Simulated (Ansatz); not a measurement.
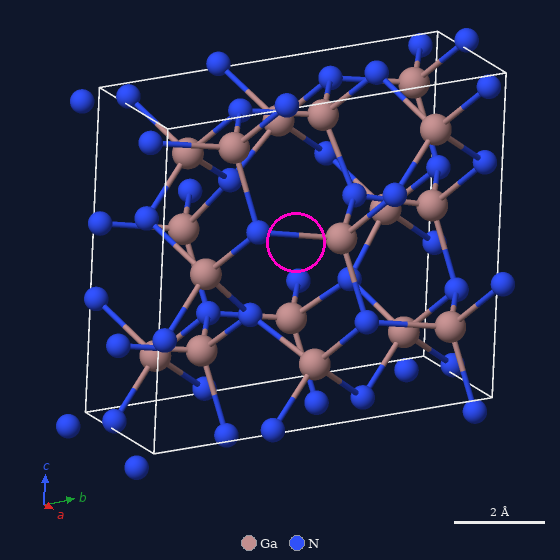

View slightly off an axis, drawn as a ball-and-stick model. Lines trace the edges of the supercell. The host is GaN, in a cell of 36 sites, and the cell is neutral. A ring marks the defect's site.

What kind of defect was put in?

Answer. A gallium vacancy. Around the empty site lie four N at about 2.2 Å.

Setup: Ansatz, DFT PBE, scalar-relativistic, plane waves, PAW; a cutoff energy of 420 eV, a 2×2×2 mesh of k-points, Gaussian smearing of 0.02 eV, collinear spins.

Does the defect carry a magnetic moment?

Answer. Yes, 3.0 μB in the cell.

The atoms were relaxed in the host's cell with DFT PBE, scalar-relativistic, plane waves, PAW in Ansatz 0.2.0.
